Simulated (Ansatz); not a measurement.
## Geometry relaxation, with input and output: SnO2 (part 1 of 3)

- system: SnO2 (slab, 18 atoms in the cell)
- method: DFT PBEsol, scalar-relativistic, plane waves, PAW, no spin polarisation (Ansatz 0.2.0)

The structure derives from an entry of the Crystallography Open Database. The input holds or restrains some coordinates. Forces given for the steps count only the free coordinates. It belongs to a series of runs on one base structure; here: lower part held, upper part relaxed from the bulk's places.

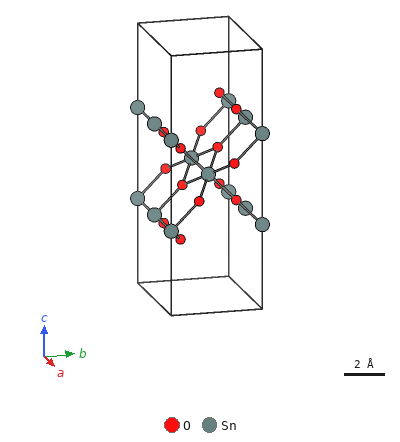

The starting structure (ball-and-stick view of the cell of the calculation, with the vacuum cut short, seen slightly off an axis). An atom can appear more than once, as a periodic image.

### Input
```yaml
crystal:
  lattice:
    - [6.4241368321, 0.0, 0.0]
    - [0.0, 4.7689689447, 0.0]
    - [0.0, 0.0, 21.616691613]
  atoms:
    - { symbol: O, position: [0.25, 0.1937234956, 0.34695411] }
    - { symbol: O, position: [0.75, 0.1937234956, 0.34695411] }
    - { symbol: Sn, position: [0.0, 0.0, 0.3896924416] }
    - { symbol: Sn, position: [0.5, 0.0, 0.3896924416] }
    - { symbol: O, position: [0.25, 0.8062765044, 0.4324307732] }
    - { symbol: O, position: [0.75, 0.8062765044, 0.4324307732] }
    - { symbol: O, position: [0.0, 0.3062765044, 0.4572616684] }
    - { symbol: O, position: [0.5, 0.3062765044, 0.4572616684] }
    - { symbol: Sn, position: [0.25, 0.5, 0.5] }
    - { symbol: Sn, position: [0.75, 0.5, 0.5] }
    - { symbol: O, position: [0.0, 0.6937234956, 0.5427383316] }
    - { symbol: O, position: [0.5, 0.6937234956, 0.5427383316] }
    - { symbol: O, position: [0.25, 0.1937234956, 0.5675692268] }
    - { symbol: O, position: [0.75, 0.1937234956, 0.5675692268] }
    - { symbol: Sn, position: [0.0, 0.0, 0.6103075584] }
    - { symbol: Sn, position: [0.5, 0.0, 0.6103075584] }
    - { symbol: O, position: [0.25, 0.8062765044, 0.65304589] }
    - { symbol: O, position: [0.75, 0.8062765044, 0.65304589] }
basis:
  ecutwfc: 420
kpoints:
  mp_grid: { grid: [4, 6, 1] }
hamiltonian:
  xc: pbesol
scf:
  occupations: { method: gaussian, width: 0.05 }
output:
  forces: true
  eigenvalues: true
  write_density: true
  write_potential: true
  elf: true
  volumetric_format: npy
relax:
  adjacent_minimum: "off"
  f_tol: 0.02
  max_steps: 90
  constraints: [{ sites: [0, 1, 2, 3, 4, 5, 6, 7] }]
efield:
  axis: 3
  dipole_correction: true
  ramp_width: 0.04
```

Launched with:
```bash
ansatz run input.yaml --threads 4 --pin off --max-ram 10240MiB --backend cpu --events-out ev --progress --plain --runs-dir out
```

### The program's output
```
Engine: ansatz 0.2.0, x86_64-unknown-linux-gnu
Pseudopotentials: kind: paw
Pseudopotential: O, paw, valence charge 6, recommended cutoff 420 eV (normal), O.paw.azcp
Pseudopotential: Sn, paw, valence charge 14, recommended cutoff 420 eV (normal), Sn.paw.azcp
Functional definition: PBEsol
  exchange = pbesol_x
  correlation = pbesol_c
Crystal: 18 atoms, lattice volume = 662.260 Å³
Basis set: ecut = 420 eV, 12895 PW (Γ), exchange–correlation on 90×64×300 points (8 copies of the dense FFT grid, shifted against one another)
Bands: 96, of which v1, the nominal top of the filled ones, is band 78 counted from 1 (77 counted from 0)
Symmetry: 4 space group operations
k-points: 12 of 24 (time reversal used)
Non-local potential: O, projectors of the file, l = 0: 2, l = 1: 2, l = 2: 1
Non-local potential: Sn, projectors of the file, l = 0: 2, l = 1: 2, l = 2: 2, l = 3: 2
PAW form: soft (Blöchl's): semilocal exchange-correlation on the pseudo side does not see the compensation charge
PAW frozen core: O, regenerated for the run's functional, and the local potential with it (the file was generated under x = pbe(κ = 0.804, μ = 0.2195149727645171), c = pbe(β = 0.06672455060314922))
PAW frozen core: Sn, regenerated for the run's functional, and the local potential with it (the file was generated under x = pbe(κ = 0.804, μ = 0.2195149727645171), c = pbe(β = 0.06672455060314922))
PAW one-centre angular grid: O, 110 points (default); XC on 64 Gauss nodes
PAW one-centre angular grid: Sn, 590 points (default); XC on 64 Gauss nodes
Initial density: superposition of atomic densities (neutral atoms: chi_scale 0, normalization atom), corrected by the library's trained network
Initial wavefunctions: pseudopotential atomic-orbital guess
Functional: x = pbesol(κ = 0.804, μ = 0.12345679012345678), c = pbesol(β = 0.046)
SCF iter   1: F=—  HF=-42423.314456 eV  |F-HF|=—  |Δ(HF+E_count)|=         —  Δρ=8.81e-3  dr2=4.26e-1  ethr=1.77e-3  p=0.000 e·Å  D=1.07e-13 V/Å  ΔV_dip=-0.00 eV  dr2_dipole=3.52e-9  V_vac-E_F(+/−)=6.78/6.78 eV  ⟨swp⟩=7.8  Hψ=5379  notcnv=0  defer=46
efield: sawtooth ramp at fractional position 0.9800 (placed from the atoms, in the widest stretch of the axis that holds none; the zero of the levels goes with the place), width 0.0400; the density the first Hamiltonian is built on has a dipole p = 0.000 e·Å; the dipole correction subtracts the counter field D = 1.07e-13 V/Å, which shifts the + side's vacuum level by -0.00 eV against the − side's; the planar-averaged density in the ramp window peaks in size at 7.2e-6 e/Å³
preconditioner: auto → Resta (q_TF=auto, 2.144 Å⁻¹)  ε∞=2.0  [insulator: Δε(μ)=1.181 eV  Ē_g=17.889 eV  σ=0.050 eV  W_gap=1.00  n_scr=112 (ndim 8)  ℏωp=18.0 eV  f_vac=0.614  D(μ)=0.00/eV (n_scr^D=0)  ε∞_Penn≈2.0  vacuum switching on, ρ_ref=2.3e-2 e/Å³]
SCF iter   2: F=—  HF=-42423.222978 eV  |F-HF|=—  |Δ(HF+E_count)|=   9.15e-2  Δρ=3.65e-3  dr2=7.04e-2  ethr=2.73e-4  p=-0.000 e·Å  D=-1.16e-5 V/Å  ΔV_dip=0.00 eV  dr2_dipole=3.30e-9  V_vac-E_F(+/−)=6.97/6.97 eV  ⟨swp⟩=2.9  Hψ=1946  notcnv=0  defer=149
SCF iter   3: F=—  HF=-42423.206922 eV  |F-HF|=—  |Δ(HF+E_count)|=   1.61e-2  Δρ=1.08e-3  dr2=7.51e-3  ethr=4.51e-5  p=-0.000 e·Å  D=-3.94e-6 V/Å  ΔV_dip=0.00 eV  dr2_dipole=5.38e-10  V_vac-E_F(+/−)=6.90/6.90 eV  ⟨swp⟩=2.0  Hψ=1558  notcnv=0  defer=149
SCF iter   4: F=—  HF=-42423.206157 eV  |F-HF|=—  |Δ(HF+E_count)|=   7.64e-4  Δρ=5.30e-4  dr2=1.71e-3  ethr=4.82e-6  p=0.000 e·Å  D=3.02e-7 V/Å  ΔV_dip=-0.00 eV  dr2_dipole=1.80e-11  V_vac-E_F(+/−)=6.90/6.90 eV  ⟨swp⟩=2.2  Hψ=1614  notcnv=0  defer=149
SCF iter   5: F=—  HF=-42423.206199 eV  |F-HF|=—  |Δ(HF+E_count)|=   4.21e-5  Δρ=1.79e-4  dr2=1.53e-4  ethr=1.09e-6  p=0.000 e·Å  D=4.29e-7 V/Å  ΔV_dip=-0.00 eV  dr2_dipole=5.88e-12  V_vac-E_F(+/−)=6.90/6.90 eV  ⟨swp⟩=2.8  Hψ=1781  notcnv=0  defer=149
SCF iter   6: F=—  HF=-42423.206309 eV  |F-HF|=—  |Δ(HF+E_count)|=   1.09e-4  Δρ=1.14e-4  dr2=7.45e-5  ethr=9.81e-8  p=-0.000 e·Å  D=-2.27e-7 V/Å  ΔV_dip=0.00 eV  dr2_dipole=1.31e-13  V_vac-E_F(+/−)=6.90/6.90 eV  ⟨swp⟩=2.0  Hψ=1543  notcnv=0  defer=149
SCF iter   7: F=-42423.206304 eV  HF=-42423.206305 eV  |F-HF|=1.13e-6  |Δ(HF+E_count)|=   3.52e-6  Δρ=1.82e-5  dr2=2.11e-6  ethr=6.41e-9  p=-0.000 e·Å  D=-2.45e-7 V/Å  ΔV_dip=0.00 eV  dr2_dipole=2.03e-12  V_vac-E_F(+/−)=6.90/6.90 eV  ⟨swp⟩=24.9  Hψ=13231  notcnv=0
SCF 1 converged in 7 iterations: F = -42423.206304 eV  dr2 = 2.11e-6
  greatest PAW one-centre occupation: 0.997 electrons in one spin orbital (limit 2), on the Sn atom at site 9 (counted from 0), in its partial waves of l = 2
relax step   1: F+E_penalty+E_count = -42423.20630417 eV  Δ(F+E_penalty+E_count) = +0.000e0 eV  max|allowed force component| = 2.276e0 eV/Å  Δτ_max = 0.0000 Å  (7 SCF iters, dr2 threshold 1.00e-5 eV, accepted)
Initial density: handed on by an earlier stage of this run
Initial wavefunctions: those handed on with the density
iter 1 solved again at ethr=2.85e-4 eV; its pass at ethr=3.10e-3 eV (dr2=4.44e-1 eV) is discarded
SCF iter   1: F=—  HF=-42423.818203 eV  |F-HF|=—  |Δ(HF+E_count)|=         —  Δρ=9.87e-3  dr2=4.46e-1  ethr=2.85e-4  p=-0.000 e·Å  D=-1.22e-7 V/Å  ΔV_dip=0.00 eV  dr2_dipole=1.34e-2  V_vac-E_F(+/−)=6.91/6.91 eV  ⟨swp⟩=1.5  Hψ=4019  notcnv=0  defer=144
efield: sawtooth ramp at fractional position 0.9800 (handed on by an earlier solve), width 0.0400; the density the first Hamiltonian is built on has a dipole p = -0.000 e·Å; the dipole correction subtracts the counter field D = -1.22e-7 V/Å, which shifts the + side's vacuum level by +0.00 eV against the − side's; the planar-averaged density in the ramp window peaks in size at 4.2e-6 e/Å³
preconditioner: auto → Resta (q_TF=auto, 2.144 Å⁻¹)  ε∞=2.0  [insulator: Δε(μ)=1.359 eV  Ē_g=17.967 eV  σ=0.050 eV  W_gap=1.00  n_scr=112 (ndim 8)  ℏωp=18.0 eV  f_vac=0.614  D(μ)=0.00/eV (n_scr^D=0)  ε∞_Penn≈2.0  vacuum switching on, ρ_ref=2.3e-2 e/Å³]
SCF iter   2: F=—  HF=-42423.700882 eV  |F-HF|=—  |Δ(HF+E_count)|=   1.17e-1  Δρ=5.11e-3  dr2=1.03e-1  ethr=2.85e-4  p=-0.089 e·Å  D=-2.44e-2 V/Å  ΔV_dip=0.53 eV  dr2_dipole=2.15e-3  V_vac-E_F(+/−)=7.31/6.78 eV  ⟨swp⟩=2.4  Hψ=1472  notcnv=0  defer=144
SCF iter   3: F=—  HF=-42423.688482 eV  |F-HF|=—  |Δ(HF+E_count)|=   1.24e-2  Δρ=3.37e-3  dr2=7.14e-2  ethr=6.57e-5  p=-0.049 e·Å  D=-1.34e-2 V/Å  ΔV_dip=0.29 eV  dr2_dipole=4.40e-3  V_vac-E_F(+/−)=7.18/6.89 eV  ⟨swp⟩=2.4  Hψ=1894  notcnv=0  defer=149
SCF iter   4: F=—  HF=-42423.676082 eV  |F-HF|=—  |Δ(HF+E_count)|=   1.24e-2  Δρ=8.49e-4  dr2=4.09e-3  ethr=4.57e-5  p=-0.078 e·Å  D=-2.13e-2 V/Å  ΔV_dip=0.46 eV  dr2_dipole=1.29e-4  V_vac-E_F(+/−)=7.31/6.85 eV  ⟨swp⟩=2.0  Hψ=1532  notcnv=0  defer=149
SCF iter   5: F=—  HF=-42423.675632 eV  |F-HF|=—  |Δ(HF+E_count)|=   4.50e-4  Δρ=3.38e-4  dr2=5.71e-4  ethr=2.62e-6  p=-0.073 e·Å  D=-2.01e-2 V/Å  ΔV_dip=0.43 eV  dr2_dipole=5.20e-6  V_vac-E_F(+/−)=7.29/6.85 eV  ⟨swp⟩=2.0  Hψ=1731  notcnv=0  defer=149
SCF iter   6: F=—  HF=-42423.675618 eV  |F-HF|=—  |Δ(HF+E_count)|=   1.37e-5  Δρ=1.01e-4  dr2=5.08e-5  ethr=6.41e-8  p=-0.074 e·Å  D=-2.03e-2 V/Å  ΔV_dip=0.44 eV  dr2_dipole=1.73e-6  V_vac-E_F(+/−)=7.29/6.85 eV  ⟨swp⟩=27.5  Hψ=14516  notcnv=0
SCF iter   7: F=-42423.675613 eV  HF=-42423.675639 eV  |F-HF|=2.51e-5  |Δ(HF+E_count)|=   2.05e-5  Δρ=6.91e-5  dr2=3.33e-5  ethr=3.26e-8  p=-0.073 e·Å  D=-1.99e-2 V/Å  ΔV_dip=0.43 eV  dr2_dipole=1.22e-6  V_vac-E_F(+/−)=7.28/6.85 eV  ⟨swp⟩=18.0  Hψ=12896  notcnv=0
SCF 2 converged in 7 iterations: F = -42423.675613 eV  dr2 = 3.33e-5
relax step   2: F+E_penalty+E_count = -42423.67561345 eV  Δ(F+E_penalty+E_count) = -4.693e-1 eV  max|allowed force component| = 7.672e-1 eV/Å  Δτ_max = 0.1997 Å  (7 SCF iters, dr2 threshold 1.00e-4 eV, accepted)
SCF iter   1: F=—  HF=-42423.793437 eV  |F-HF|=—  |Δ(HF+E_count)|=         —  Δρ=5.68e-3  dr2=1.01e-1  ethr=8.45e-4  p=-0.073 e·Å  D=-1.99e-2 V/Å  ΔV_dip=0.43 eV  dr2_dipole=1.23e-5  V_vac-E_F(+/−)=7.30/6.87 eV  ⟨swp⟩=4.1  Hψ=2287  notcnv=0  defer=145
efield: sawtooth ramp at fractional position 0.9800 (handed on by an earlier solve), width 0.0400; the density the first Hamiltonian is built on has a dipole p = -0.073 e·Å; the dipole correction subtracts the counter field D = -1.99e-2 V/Å, which shifts the + side's vacuum level by +0.43 eV against the − side's; the planar-averaged density in the ramp window peaks in size at 3.4e-6 e/Å³
preconditioner: auto → Resta (q_TF=auto, 2.144 Å⁻¹)  ε∞=2.0  [insulator: Δε(μ)=1.384 eV  Ē_g=17.993 eV  σ=0.050 eV  W_gap=1.00  n_scr=112 (ndim 8)  ℏωp=18.0 eV  f_vac=0.613  D(μ)=0.00/eV (n_scr^D=0)  ε∞_Penn≈2.0  vacuum switching on, ρ_ref=2.3e-2 e/Å³]
SCF iter   2: F=—  HF=-42423.766867 eV  |F-HF|=—  |Δ(HF+E_count)|=   2.66e-2  Δρ=2.76e-3  dr2=2.33e-2  ethr=6.47e-5  p=-0.069 e·Å  D=-1.88e-2 V/Å  ΔV_dip=0.41 eV  dr2_dipole=4.16e-4  V_vac-E_F(+/−)=7.27/6.86 eV  ⟨swp⟩=2.2  Hψ=1731  notcnv=0  defer=147
SCF iter   3: F=—  HF=-42423.765634 eV  |F-HF|=—  |Δ(HF+E_count)|=   1.23e-3  Δρ=1.83e-3  dr2=2.46e-2  ethr=1.49e-5  p=-0.037 e·Å  D=-1.01e-2 V/Å  ΔV_dip=0.22 eV  dr2_dipole=1.78e-3  V_vac-E_F(+/−)=7.12/6.90 eV  ⟨swp⟩=2.1  Hψ=1583  notcnv=0  defer=147
SCF iter   4: F=—  HF=-42423.761137 eV  |F-HF|=—  |Δ(HF+E_count)|=   4.50e-3  Δρ=3.88e-4  dr2=9.31e-4  ethr=1.49e-5  p=-0.055 e·Å  D=-1.51e-2 V/Å  ΔV_dip=0.33 eV  dr2_dipole=6.47e-5  V_vac-E_F(+/−)=7.20/6.87 eV  ⟨swp⟩=2.0  Hψ=1700  notcnv=0  defer=148
SCF iter   5: F=—  HF=-42423.761061 eV  |F-HF|=—  |Δ(HF+E_count)|=   7.61e-5  Δρ=2.18e-4  dr2=3.02e-4  ethr=5.97e-7  p=-0.051 e·Å  D=-1.41e-2 V/Å  ΔV_dip=0.30 eV  dr2_dipole=4.59e-6  V_vac-E_F(+/−)=7.18/6.88 eV  ⟨swp⟩=2.0  Hψ=1675  notcnv=0  defer=148
SCF iter   6: F=-42423.761013 eV  HF=-42423.761017 eV  |F-HF|=4.02e-6  |Δ(HF+E_count)|=   4.37e-5  Δρ=4.76e-5  dr2=1.33e-5  ethr=2.36e-8  p=-0.052 e·Å  D=-1.42e-2 V/Å  ΔV_dip=0.31 eV  dr2_dipole=3.03e-9  V_vac-E_F(+/−)=7.18/6.88 eV  ⟨swp⟩=25.6  Hψ=13485  notcnv=0
SCF 3 converged in 6 iterations: F = -42423.761013 eV  dr2 = 1.33e-5
  greatest PAW one-centre occupation: 0.996 electrons in one spin orbital (limit 2), on the Sn atom at site 9 (counted from 0), in its partial waves of l = 2
relax step   3: F+E_penalty+E_count = -42423.76101290 eV  Δ(F+E_penalty+E_count) = -8.540e-2 eV  max|allowed force component| = 2.485e-1 eV/Å  Δτ_max = 0.0982 Å  (6 SCF iters, dr2 threshold 3.68e-5 eV, accepted)
SCF iter   1: F=—  HF=-42423.769381 eV  |F-HF|=—  |Δ(HF+E_count)|=         —  Δρ=2.01e-3  dr2=1.60e-2  ethr=8.35e-5  p=-0.052 e·Å  D=-1.42e-2 V/Å  ΔV_dip=0.31 eV  dr2_dipole=6.43e-4  V_vac-E_F(+/−)=7.18/6.88 eV  ⟨swp⟩=3.0  Hψ=2489  notcnv=0  defer=148
efield: sawtooth ramp at fractional position 0.9800 (handed on by an earlier solve), width 0.0400; the density the first Hamiltonian is built on has a dipole p = -0.052 e·Å; the dipole correction subtracts the counter field D = -1.42e-2 V/Å, which shifts the + side's vacuum level by +0.31 eV against the − side's; the planar-averaged density in the ramp window peaks in size at 3.6e-6 e/Å³
preconditioner: auto → Resta (q_TF=auto, 2.144 Å⁻¹)  ε∞=2.0  [insulator: Δε(μ)=1.395 eV  Ē_g=18.004 eV  σ=0.050 eV  W_gap=1.00  n_scr=112 (ndim 8)  ℏωp=18.0 eV  f_vac=0.614  D(μ)=0.00/eV (n_scr^D=0)  ε∞_Penn≈2.0  vacuum switching on, ρ_ref=2.4e-2 e/Å³]
SCF iter   2: F=—  HF=-42423.764697 eV  |F-HF|=—  |Δ(HF+E_count)|=   4.68e-3  Δρ=9.28e-4  dr2=3.18e-3  ethr=1.02e-5  p=-0.034 e·Å  D=-9.25e-3 V/Å  ΔV_dip=0.20 eV  dr2_dipole=1.38e-4  V_vac-E_F(+/−)=7.10/6.90 eV  ⟨swp⟩=2.0  Hψ=2008  notcnv=0  defer=148
SCF iter   3: F=—  HF=-42423.764271 eV  |F-HF|=—  |Δ(HF+E_count)|=   4.27e-4  Δρ=6.42e-4  dr2=2.54e-3  ethr=2.04e-6  p=-0.046 e·Å  D=-1.25e-2 V/Å  ΔV_dip=0.27 eV  dr2_dipole=1.92e-4  V_vac-E_F(+/−)=7.16/6.89 eV  ⟨swp⟩=2.0  Hψ=1492  notcnv=0  defer=148
SCF iter   4: F=—  HF=-42423.763865 eV  |F-HF|=—  |Δ(HF+E_count)|=   4.06e-4  Δρ=2.00e-4  dr2=2.12e-4  ethr=1.63e-6  p=-0.040 e·Å  D=-1.10e-2 V/Å  ΔV_dip=0.24 eV  dr2_dipole=1.02e-5  V_vac-E_F(+/−)=7.13/6.89 eV  ⟨swp⟩=2.0  Hψ=1493  notcnv=0  defer=148
SCF iter   5: F=—  HF=-42423.763837 eV  |F-HF|=—  |Δ(HF+E_count)|=   2.78e-5  Δρ=5.04e-5  dr2=1.30e-5  ethr=1.36e-7  p=-0.041 e·Å  D=-1.13e-2 V/Å  ΔV_dip=0.24 eV  dr2_dipole=3.78e-9  V_vac-E_F(+/−)=7.14/6.89 eV  ⟨swp⟩=2.0  Hψ=1459  notcnv=0  defer=148
SCF iter   6: F=—  HF=-42423.763838 eV  |F-HF|=—  |Δ(HF+E_count)|=   1.03e-6  Δρ=3.21e-5  dr2=7.22e-6  ethr=4.15e-9  p=-0.041 e·Å  D=-1.13e-2 V/Å  ΔV_dip=0.24 eV  dr2_dipole=1.99e-7  V_vac-E_F(+/−)=7.14/6.89 eV  ⟨swp⟩=25.0  Hψ=13746  notcnv=0
SCF iter   7: F=-42423.763837 eV  HF=-42423.763837 eV  |F-HF|=1.27e-7  |Δ(HF+E_count)|=   7.43e-7  Δρ=8.68e-6  dr2=2.60e-7  ethr=4.15e-9  p=-0.041 e·Å  D=-1.13e-2 V/Å  ΔV_dip=0.24 eV  dr2_dipole=2.47e-11  V_vac-E_F(+/−)=7.14/6.89 eV  ⟨swp⟩=13.8  Hψ=10111  notcnv=0
SCF 4 converged in 7 iterations: F = -42423.763837 eV  dr2 = 2.60e-7
relax step   4: F+E_penalty+E_count = -42423.76383744 eV  Δ(F+E_penalty+E_count) = -2.825e-3 eV  max|allowed force component| = 2.356e-1 eV/Å  Δτ_max = 0.0304 Å  (7 SCF iters, dr2 threshold 6.48e-6 eV, accepted)
```
